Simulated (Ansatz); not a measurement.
Input

```
crystal:
  lattice:
    - [0.0, 3.3668, 3.3668]
    - [3.3668, 0.0, 3.3668]
    - [3.3668, 3.3668, 0.0]
  atoms:
    - { symbol: Sn, position: [0.0, 0.0, 0.0] }
    - { symbol: Se, position: [0.25, 0.25, 0.25] }
basis:
  ecutwfc: 420
kpoints:
  mp_grid: { grid: [8, 8, 8] }
hamiltonian:
  xc: hse06
scf:
  occupations: { method: gaussian, width: 0.02 }
output:
  forces: true
  stress: true
  eigenvalues: true
  write_density: true
  write_potential: true
  elf: true
  volumetric_format: npy
```

Launched as:

```sh
ansatz run input.yaml --threads 4 --pin off --max-ram 12288MiB --backend cpu --events-out ev --progress --plain --runs-dir out
```

Below, planes, directions and counts refer to the conventional cell (a = 6.73 Å, b = 6.73 Å, c = 6.73 Å, α = 90.00°, β = 90.00°, γ = 90.00°).

Space group F-43m; a generated structure, not necessarily the stable one; changed on purpose from its base cell (volume × 1.000 of the coarse rest volume).

All numbers below come from DFT HSE06, scalar-relativistic, plane waves, PAW (Ansatz 0.2.0).

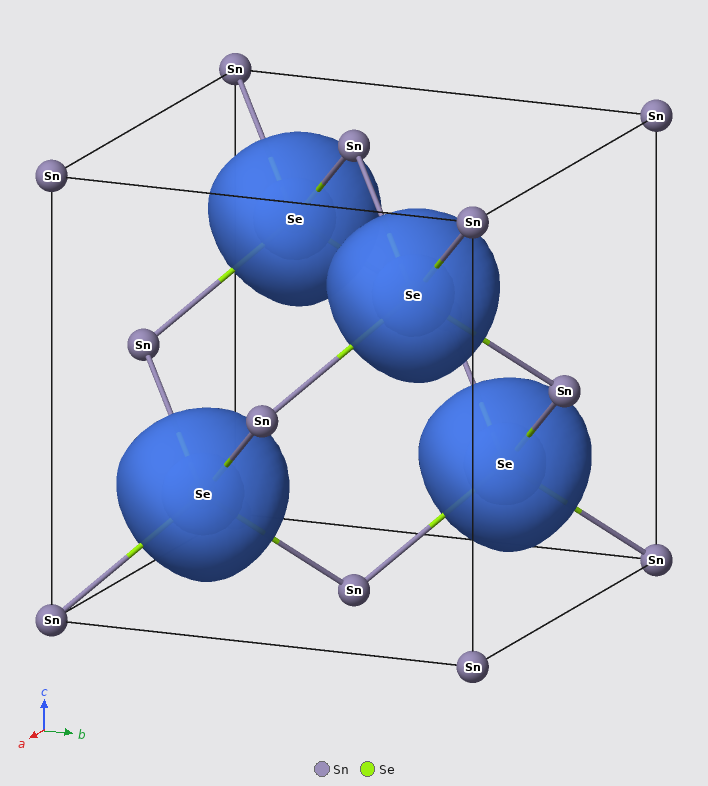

SnSe. Isosurface of the electron localisation function at 0.7 (blue), seen slightly off an axis. Core shells and regions of very low density are left out. Sticks mark near contacts.

In a PAW calculation such maps are meaningful between the atoms, not at the nuclei.

> Where are the electrons localised?

The ELF exceeds this value in four regions wrapped around Se (the valence shell of each), counted in one cell of 8 atoms. Regions shared between cells count once. Along the contacts the grid gives the following. Sn–Se (2.92 Å): the ELF is about 0.45 at the midpoint and 0.30 at its lowest between the atoms.

> Does the calculation give a band gap?

It is gapped, with a Kohn–Sham gap of 0.31 eV on the k-point mesh, an upper bound to the gap of this method.
